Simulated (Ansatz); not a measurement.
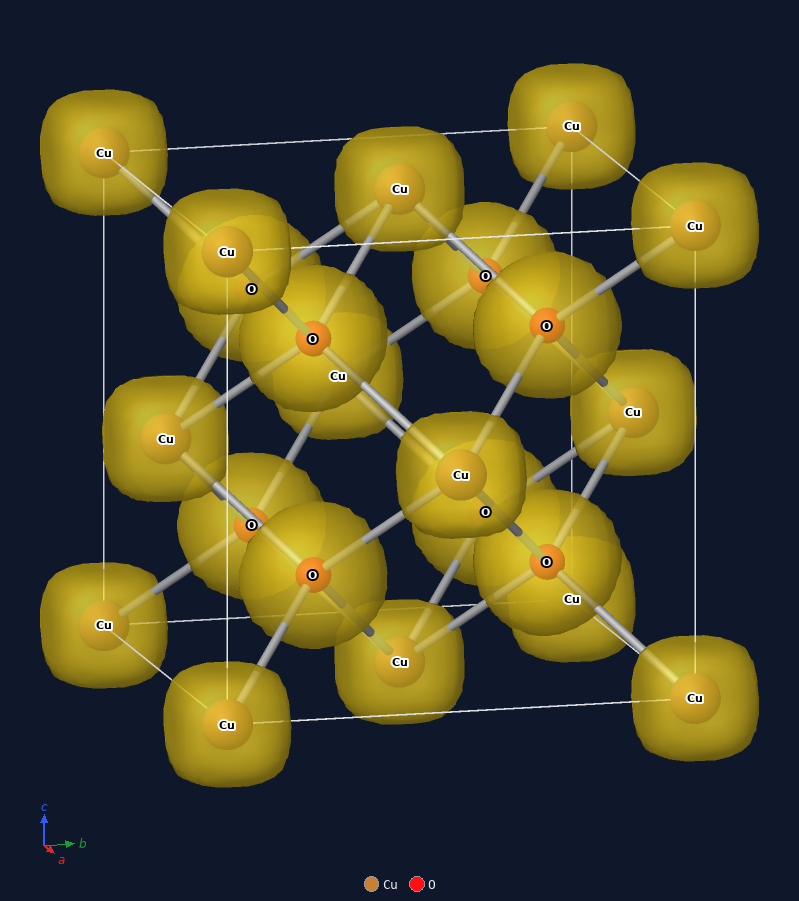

The picture shows: CuO₂. Isosurfaces of the magnetisation density (up minus down) at +0.1 (yellow) and −0.1 e/Å³ (cyan), seen slightly off an axis. Sticks mark near contacts.

Space group Fm-3m; started from the fluorite prototype, which need not be the ambient phase; spin-polarised.

Theory: Ansatz 0.2.0, DFT PBEsol, scalar-relativistic, plane waves, PAW.

Which atoms carry the moments, and with what signs?

The spin density sits on Cu: +0.6 μB (×4); O: +0.6 μB (×8) in one cell of 12 atoms: parallel moments (a ferromagnetic arrangement) in this solution. The cell of the calculation (3 atoms) carries 1.9 μB of net spin moment. Only one sign reaches the isovalue.
